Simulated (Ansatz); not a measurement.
Crystal: CdTe, coordinates from a relaxation with DFT LDA, scalar-relativistic, plane waves, PAW (Ansatz).

```cif
data_structure
_symmetry_space_group_name_H-M 'F-43m'
_symmetry_Int_Tables_number 216
_cell_length_a 6.4100
_cell_length_b 6.4100
_cell_length_c 6.4100
_cell_angle_alpha 90.000
_cell_angle_beta 90.000
_cell_angle_gamma 90.000
_cell_volume 263.37
loop_
_atom_site_label
_atom_site_type_symbol
_atom_site_symmetry_multiplicity
_atom_site_Wyckoff_symbol
_atom_site_fract_x
_atom_site_fract_y
_atom_site_fract_z
_atom_site_occupancy
Cd1 Cd 4 a 0.00000 0.00000 0.00000 1
Te1 Te 4 c 0.25000 0.75000 0.75000 1
```

**What does its first Brillouin zone look like, and which path through it is standard?**

It has a face-centred cubic lattice (cF; extended symbol cF2). The zone is a truncated octahedron in its combinatorial type: 14 faces (6 with 4 edges, 8 with 6 edges), 36 edges, 24 vertices. Path: Γ–X–U | K–Γ–L–W–X.

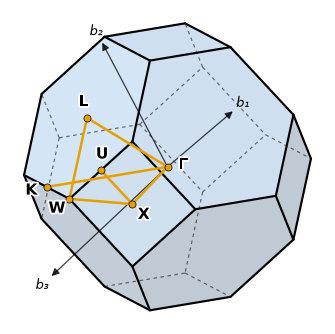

Labels and path follow the convention of Hinuma et al. (2017), as computed by seekpath; the arrows show the directions of the reciprocal primitive vectors b₁, b₂, b₃, in which coordinates are given; lengths include the factor 2π.

| point | k₁ | k₂ | k₃ | length of k (1/Å) |
| --- | --- | --- | --- | --- |
| Γ | 0 | 0 | 0 | 0.000 |
| X | 1/2 | 0 | 1/2 | 0.980 |
| L | 1/2 | 1/2 | 1/2 | 0.849 |
| W | 1/2 | 1/4 | 3/4 | 1.096 |
| K | 3/8 | 3/8 | 3/4 | 1.040 |
| U | 5/8 | 1/4 | 5/8 | 1.040 |
